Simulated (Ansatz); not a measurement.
CuO

Input

```
crystal:
  lattice:
    - [2.55255061, 0.0, 0.0]
    - [0.0, 2.55255061, 0.0]
    - [0.0, 0.0, 2.55255061]
  atoms:
    - { symbol: Cu, position: [0.0, 0.0, 0.0] }
    - { symbol: O, position: [0.5, 0.5, 0.5] }
hamiltonian:
  xc: pbe
  pseudopotentials: { kind: paw }
kpoints:
  mp_grid: { grid: [10, 10, 10] }
scf:
  occupations: { method: fermi_dirac, width: 0.05 }
output:
  forces: true
  stress: true
  eigenvalues: true
  write_density: true
  write_potential: true
  elf: true
  volumetric_format: npy
relax:
  f_tol: 0.01
  max_steps: 40
  cell: { stress_tol: 0.05 }
```

Launched as:

```sh
ansatz run input.yaml --threads 2 --pin off --max-ram 5632MiB --backend cpu --events-out ev --progress --plain --runs-dir out
```

Below, planes, directions and counts refer to the conventional cell (a = 2.64 Å, b = 2.64 Å, c = 2.64 Å, α = 90.00°, β = 90.00°, γ = 90.00°).

The fields are those of the relaxed geometry.

Space group Pm-3m; a generated structure, not necessarily the stable one; built by placing these elements on a known structure type.

The calculation used Ansatz 0.2.0, Kohn-Sham DFT of a periodic cell, PBE, Ansatz PAW.

**What will maps of the valence pseudo-density and electron localisation function show?**

Cu–O (2.28 Å): ρ is about 0.31 e/Å³ halfway; the ELF is about 0.15 at the midpoint; no localised pair shows between them.

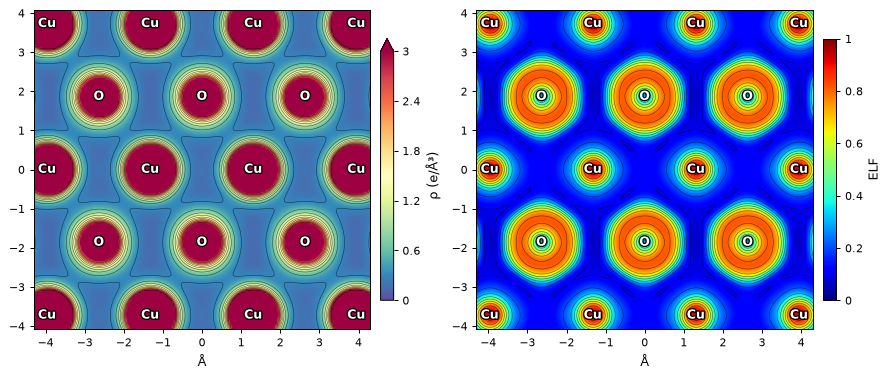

Computed valence pseudo-density and electron localisation function on the (011) plane of the conventional cell, in this order. 
